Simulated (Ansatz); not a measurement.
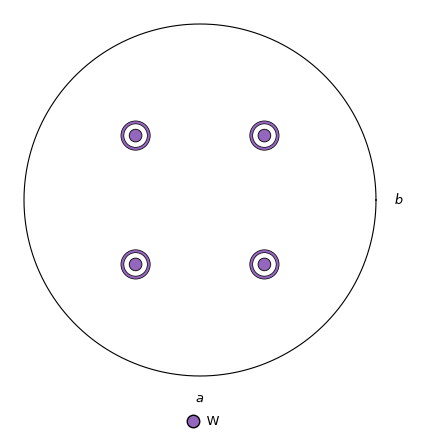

For W, the geometry relaxed with DFT r2SCAN, scalar-relativistic, plane waves, PAW (Ansatz): directions from one tungsten atom at (0, 0, 0) to its bonded neighbours, in stereographic projection down c (filled: above the plane of the page or in it, open: below). Geometry calculated from the standardised cell; symmetry tolerance 0.002 Å.

Neighbours are counted up to 3.07 Å for W.

```yaml
crystal:
  lattice:
    - [3.16844, 0.00000, 0.00000]
    - [0.00000, 3.16844, 0.00000]
    - [0.00000, 0.00000, 3.16844]
  atoms:
    - { symbol: W, position: [0.00000, 0.00000, 0.00000] }
    - { symbol: W, position: [0.50000, 0.50000, 0.50000] }
```

> How many neighbours are there, and at what angles?

8: 8 W at 2.74 Å. Angles between bonds: 71° (12×), 109° (12×), 180° (4×).

> What is the site's symmetry in the crystal?

Point group m-3m (Oh), order 48: three fourfold axes, four threefold axes, six twofold axes, nine mirror planes, an inversion centre. In Im-3m (No. 229) this is Wyckoff position 2a.
